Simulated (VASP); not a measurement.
TiO₂ (space group I4_1/amd, No. 141). Coordinates: the geometry relaxed with VASP 6.6.1, VASP Kohn-Sham DFT of a periodic cell, PBE with D3, VASP PAW PBE potentials, recommended.

```cif
data_structure
_symmetry_space_group_name_H-M 'I4_1/amd:1'
_symmetry_Int_Tables_number 141
_cell_length_a 3.7995
_cell_length_b 3.7995
_cell_length_c 9.5658
_cell_angle_alpha 90.000
_cell_angle_beta 90.000
_cell_angle_gamma 90.000
_cell_volume 138.09
loop_
_atom_site_label
_atom_site_type_symbol
_atom_site_symmetry_multiplicity
_atom_site_Wyckoff_symbol
_atom_site_fract_x
_atom_site_fract_y
_atom_site_fract_z
_atom_site_occupancy
Ti1 Ti 4 a 0.00000 0.50000 0.25000 1
O1 O 8 e 0.50000 0.50000 0.29161 1
```

Describe how the polyhedra about Ti are linked (bonds: O–Ti below 2.2 Å).

Ti: TiO6 octahedron, sharing corners with four neighbours and edges with four neighbours.

They form a three-dimensional framework of corner- and edge-sharing octahedra.

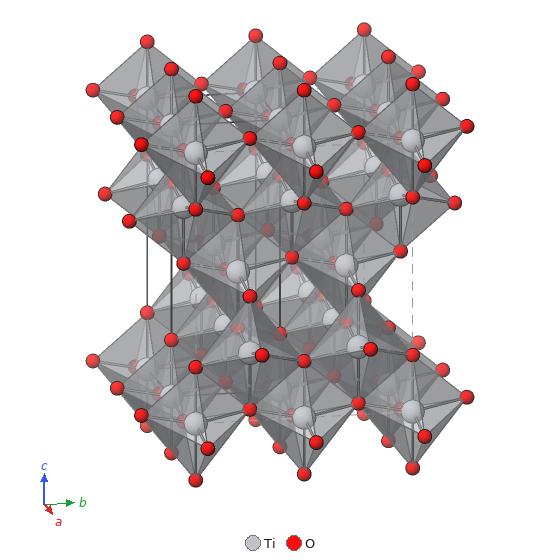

Polyhedra are drawn about Ti (bonds: O–Ti below 2.2 Å); other atoms are plain spheres.
